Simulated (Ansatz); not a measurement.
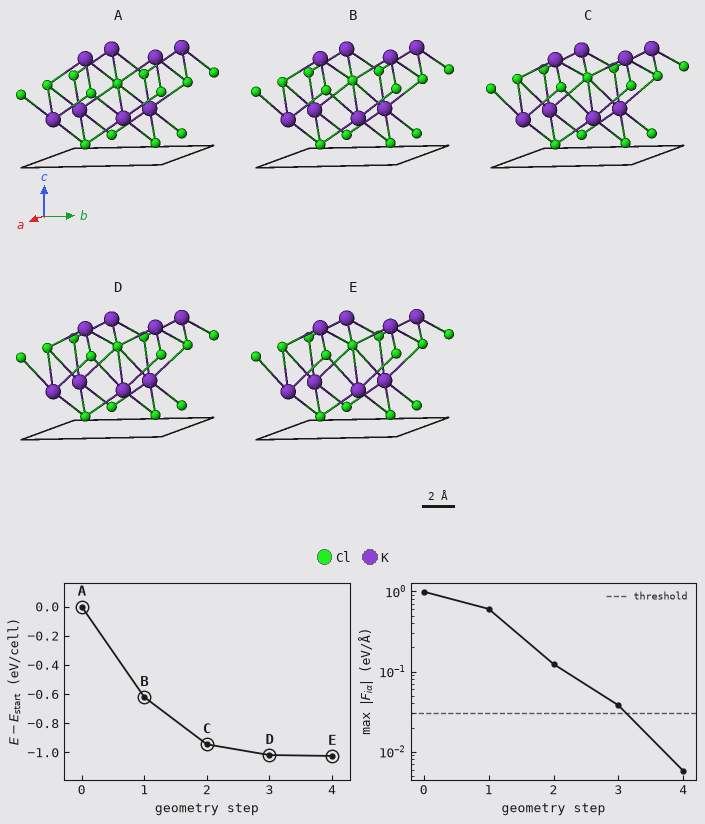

Frames of a constrained relaxation of a slab of composition KCl (cut from the Fm-3m phase), marked on the history of the run. Style: ball-and-stick. Shown: the cell of the calculation, outlined in the plane, without the vacuum (origin shifted), slightly off an axis.

Case: clean slab, lower planes held. The slab is the (1 1 1) face of KCl. 8 atoms are held fixed.

All numbers below come from Ansatz, DFT PBE+D3(BJ), scalar-relativistic, plane waves, PAW. Set-up: plane-wave cutoff 420 eV; k-point mesh 2 × 2 × 1; occupations gaussian; smearing width 0.05 eV; no spin polarisation; dipole correction; atoms relaxed in a fixed cell; force threshold 0.03 eV/Å; at most 70 steps.

What happens along the run?

After 4 geometry steps the energy has fallen by 1.024 eV per cell of the calculation. Largest force component: 0.99 eV/Å at the start, 0.0058 eV/Å at the end. The largest moves, 0.65 Å, are those of Cl atoms. By element the largest moves are Cl 0.65 Å, K 0.19 Å. The cell doesn't change. Some distances before and after: Cl–K 3.132 → 3.545 Å, Cl–K 3.132 → 2.890 Å. Among the angles between lasting bonds that change: K–Cl–K 180.0° → 163.9°, Cl–K–Cl 90.0° → 77.3°, K–Cl–K 90.0° → 77.3°. From step 0 to 1: Cl atoms move most (0.19 Å), energy −0.620 eV per cell of the calculation. From step 1 to 2: Cl atoms move most (0.19 Å), energy −0.324 eV per cell of the calculation. From step 2 to 3: Cl and K atoms move most (0.19 Å), energy −73.4 meV per cell of the calculation. From step 3 to 4: Cl atoms move most (0.07 Å), energy −6.1 meV per cell of the calculation.

```csv
step,"E − E(0), meV/atom","largest force component, eV/Å"
0,0.00,0.9932
1,-38.77,0.6061
2,-59.02,0.1242
3,-63.61,0.0380
4,-63.99,0.0058
```
